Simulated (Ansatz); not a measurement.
## Electronic structure of TiO$_{2}$ (slab) in real space

Input file:

```
crystal:
  lattice:
    - [2.9389940238, 0.0, 0.0]
    - [0.0, 4.5912476139, 0.0]
    - [0.0, 0.0, 27.8758726922]
  atoms:
    - { symbol: O, position: [0.5, 0.8044387441, 0.2690498727] }
    - { symbol: O, position: [0.0, 0.3044387441, 0.286982352] }
    - { symbol: Ti, position: [0.5, 0.5, 0.3191919319] }
    - { symbol: O, position: [0.0, 0.6955612559, 0.3514015118] }
    - { symbol: O, position: [0.5, 0.1955612559, 0.369333991] }
    - { symbol: Ti, position: [0.0, 0.0, 0.401543571] }
    - { symbol: O, position: [0.5, 0.8044387441, 0.4337531509] }
    - { symbol: O, position: [0.0, 0.3044387441, 0.4516856301] }
    - { symbol: Ti, position: [0.5, 0.5, 0.48389521] }
    - { symbol: O, position: [0.0, 0.6955612559, 0.51610479] }
    - { symbol: O, position: [0.5, 0.1955612559, 0.5340372692] }
    - { symbol: Ti, position: [0.0, 0.0, 0.5662468491] }
    - { symbol: O, position: [0.5, 0.8044387441, 0.598456429] }
    - { symbol: O, position: [0.0, 0.3044387441, 0.6163889083] }
    - { symbol: Ti, position: [0.5, 0.5, 0.6485984882] }
    - { symbol: O, position: [0.0, 0.6955612559, 0.6808080681] }
    - { symbol: O, position: [0.5, 0.1955612559, 0.6987405473] }
    - { symbol: Ti, position: [0.0, 0.0, 0.7309501273] }
basis:
  ecutwfc: 420
kpoints:
  mp_grid: { grid: [9, 6, 1] }
hamiltonian:
  xc: pbesol
scf:
  occupations: { method: gaussian, width: 0.05 }
output:
  forces: true
  eigenvalues: true
  write_density: true
  write_potential: true
  elf: true
  volumetric_format: npy
relax:
  adjacent_minimum: "off"
  f_tol: 0.02
  max_steps: 60
efield:
  axis: 3
  dipole_correction: true
  ramp_width: 0.04
```

Command:

```sh
ansatz run input.yaml --threads 2 --pin off --max-ram 5120MiB --backend cpu --events-out ev --progress --plain --runs-dir out
```

The fields are those of the run's last geometry, not of the input's.

Computed without spin polarisation.

Method: DFT PBEsol, scalar-relativistic, plane waves, PAW (Ansatz 0.2.0).

Core electrons are frozen (PAW), and the valence fields are smoothed inside the atomic spheres.

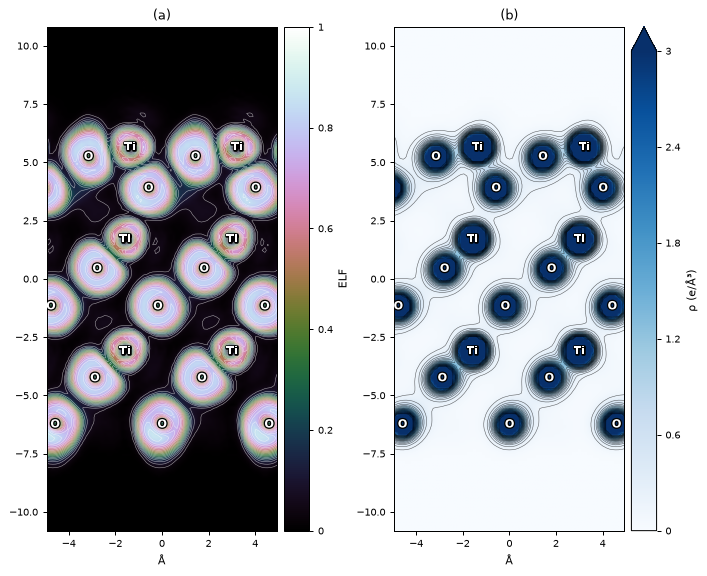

Figure 1. (a) electron localisation function; (b) valence pseudo-density on the (100) plane of the calculation cell, a cut from vacuum to vacuum.

Read the bonding off the picture.

The plane passes through O and Ti nuclei.
Ti–O (1.74 Å): ρ is about 1.3 e/Å³ halfway; the ELF peaks at about 0.80 in the valence shell of O, 0.5 Å from its nucleus, and is about 0.30 at the midpoint (no shared electron pair shows on this line).

Ti–O (1.85 Å): ρ at the midpoint is about 0.92 e/Å³; the ELF peaks at about 0.80 in the valence shell of O, 0.6 Å from its nucleus, and is about 0.25 at the midpoint; no shared electron pair shows on this line.
Ti–O (1.93 Å): ρ at the midpoint is about 0.76 e/Å³; the ELF peaks at about 0.80 in the valence shell of O, 0.6 Å from its nucleus, and is about 0.20 at the midpoint (no shared electron pair shows on this line).
The density dies away to nearly zero in the vacuum.
The features right at Ti lie inside the PAW spheres, where the map follows smoothed inner orbitals and isn't to be read closely.

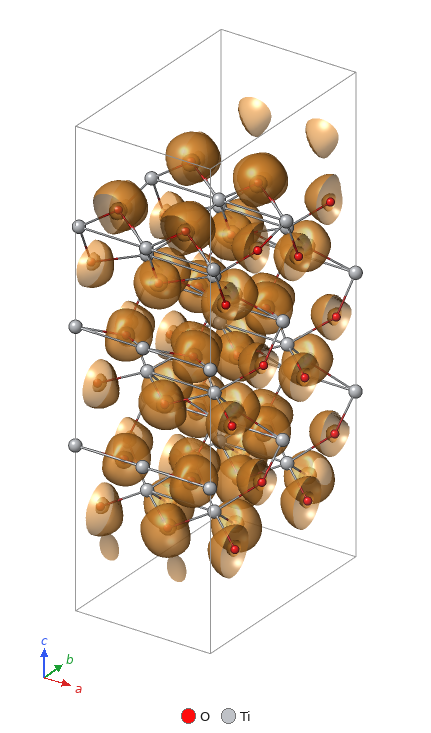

Figure 2. Isosurface of the ELF at 0.65 (orange), seen at an oblique angle. Core shells and regions of very low density are left out. Sticks mark near contacts.

Where are the electrons localised?

The surface consists of twelve regions wrapped around O (the valence shell of each), counted in one cell of 18 atoms. Counts are for one cell; the picture repeats the cell along the surface.


Ti–O (1.73 Å): the ELF peaks at about 0.80 in the valence shell of O, 0.5 Å from its nucleus, and is about 0.35 at the midpoint. Ti–Ti (2.94 Å): the ELF is about 0.30 at the midpoint: no localised pair shows between them.

Metal or insulator at this level of theory?

It is gapless in this calculation (a metal or semimetal).
